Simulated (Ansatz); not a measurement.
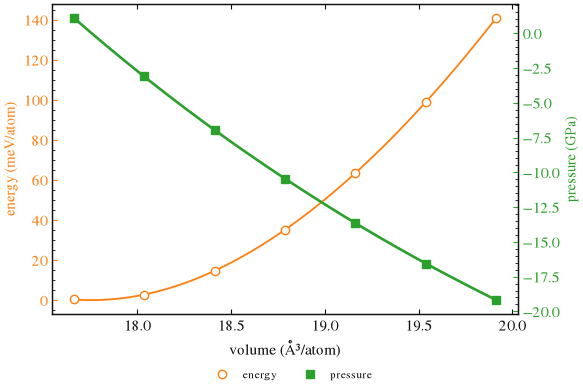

Caption: Energy and pressure against volume for Ta, space group Fm-3m (No. 225).

A third-order Birch–Murnaghan fit gives V0 = 17.76 Å³/atom, B0 = 204 GPa and B′ = 3.5. The energy rises from 0 meV/atom at volume 17.66 Å³/atom to 141 meV/atom at 19.92 Å³/atom. The pressure falls from 1.11 GPa at volume 17.66 Å³/atom to −19.19 GPa at 19.92 Å³/atom, and changes sign near 17.76 Å³/atom.

How it was computed, with Ansatz 0.2.0: all-electron LAPW DFT, no spin polarisation; energies at scaled volumes of the given cell, shape and fractions fixed, counted from the fit's minimum, third-order Birch-Murnaghan fit. Level: LDA.

```tsv
setting	value
k mesh	11×11×11
occupations	Fermi–Dirac
smearing width	0.05 eV
potentials	all electron LAPW, scalar relativistic
program settings	basis error eV/atom 0.001
```

Cell as given: a = 2.984 Å, b = 2.984 Å, c = 2.984 Å, α = 60.00°, β = 60.00°, γ = 60.00°; 1 atom.
